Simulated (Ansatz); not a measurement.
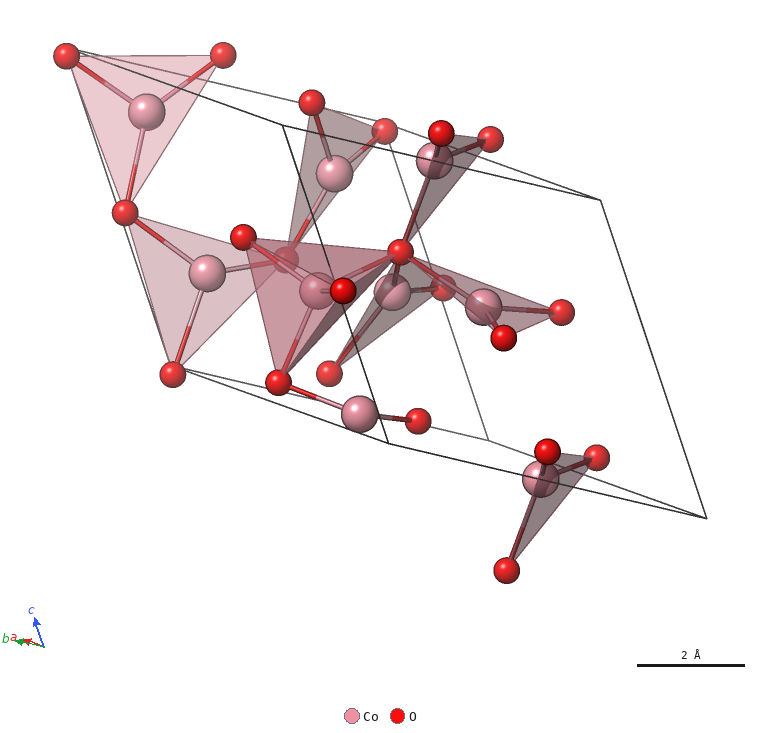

Fig. 1: The starting structure (polyhedral view of the cell of the calculation, set on other vectors, seen at an oblique angle; polyhedra are completed across the faces of the cell). An atom can appear more than once, as a periodic image.

Molecular dynamics of CoO

The run: molecular dynamics of CoO (P1, 16 atoms in the cell). Method and program: DFT PBEsol, scalar-relativistic, plane waves, PAW, PAW set soft_1 (Ansatz 0.2.0).

The structure derives from a Materials Project entry. It belongs to a series of runs on one base structure; here: dynamics from the last frame of the run before.

**Input**
```yaml
accuracy: low
crystal:
  lattice:
    - [-3.20444, -1.850084, 5.132942]
    - [3.20444, -1.850084, 5.132942]
    - [0.0, 3.700168, 5.132942]
  atoms:
    - { symbol: Co, position: [0.93722758, 1.03572408, 0.84594235] }
    - { symbol: Co, position: [0.52785632, 0.52444199, 0.48267812] }
    - { symbol: O, position: [0.52623789, 0.35694867, 0.23804745] }
    - { symbol: O, position: [0.90705246, 0.88226564, 0.71252134] }
    - { symbol: Co, position: [0.46666365, 0.54034265, 0.9069135] }
    - { symbol: Co, position: [1.13509652, 1.05946163, 0.22544891] }
    - { symbol: O, position: [1.00936358, 0.85347393, 0.21999575] }
    - { symbol: O, position: [0.35632337, 0.39044453, 0.79840452] }
    - { symbol: Co, position: [0.63186878, 1.05191552, 0.27260071] }
    - { symbol: Co, position: [1.00410204, 0.52125614, 0.93544719] }
    - { symbol: O, position: [0.93213719, 0.35846096, 0.64541005] }
    - { symbol: O, position: [0.49340441, 0.85367586, 0.25226995] }
    - { symbol: Co, position: [1.17642393, 0.50870807, 0.41113125] }
    - { symbol: Co, position: [0.55028601, 1.03332236, 0.84668351] }
    - { symbol: O, position: [0.43673285, 0.90359625, 0.74933157] }
    - { symbol: O, position: [0.87697511, 0.36380458, 0.25792073] }
basis:
  ecutwfc: 420.0
kpoints:
  mp_grid: { grid: [3, 3, 3] }
hamiltonian:
  xc: pbesol
  pseudopotentials: { kind: paw, azcp: { folder: soft_1 } }
scf:
  occupations: { method: fermi_dirac, width: 0.17 }
  lower_state_search: "off"
md:
  timestep: 1
  n_steps: 300
  ensemble: npt_langevin
  temperature: 1400.0
  initial_velocities: maxwell_boltzmann
  seed: 681346
  friction: 0.05
  pressure: 10.0
  fix_cell: [angles]
```

Machine: 4 threads of Arm Neoverse V1, 24 GiB of memory available, shared host.

Launch command:
```bash
ansatz run input.yaml --threads 4 --pin off --max-ram 10240MiB --backend cpu --events-out ev --progress --plain --runs-dir out
```

**Log**
```
Error: invalid value for `md.fix_cell`: [angles] moves the lengths of a cell of three orthogonal vectors, or of a hexagonal pair and its axis, to one part in 10,000 — type the conventional cell (crystal.reduce_to_primitive: false), its vectors to more digits where they are rounded, or move the angles too (md.fix_cell: [])
```

**Outcome**

| quantity | value |
| --- | --- |
| outcome | refused by the program |
| space group of the start (tolerance 0.01 Å) | P1 (1) |

**What went wrong**

The program refused the input: “invalid value for `md.fix_cell`: [angles] moves the lengths of a cell of three orthogonal vectors, or of a hexagonal pair and its axis, to one part in 10,000 — type the conventional cell (crystal.reduce_to_primitive: false), its vectors to more digits where they are rounded, or move the angles too (md.fix_cell: [])” The input asks for low accuracy.
